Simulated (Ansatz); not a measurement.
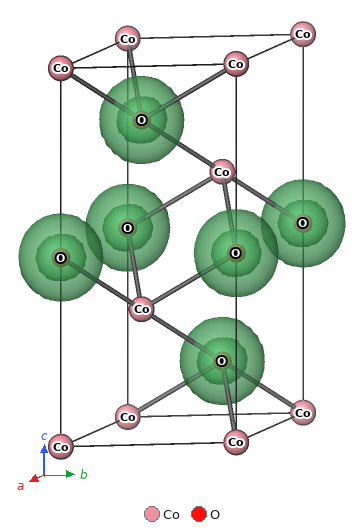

Figure. CoO. Isosurface of the ELF at 0.75 (green), seen slightly off an axis. Only the valence region is drawn (cores and ρ < 0.01 e/Å³ removed). Sticks mark near contacts.

Space group R-3m; a structure from a database of computed crystals, not necessarily the ambient phase; spin-polarised.

The calculation used DFT PBEsol, scalar-relativistic, plane waves, PAW (Ansatz 0.2.0).

In a PAW calculation such maps are meaningful between the atoms, not at the nuclei.

**Describe the localisation domains.**

The surface consists of three regions wrapped around O (the valence shell of each), counted in one cell of 6 atoms. Regions shared between cells count once.

Values along the shortest contacts:
Co–O (2.08 Å): the ELF peaks at about 0.80 in the valence shell of O, 0.6 Å from its nucleus, and is about 0.15 at the midpoint: no shared electron pair shows on this line.
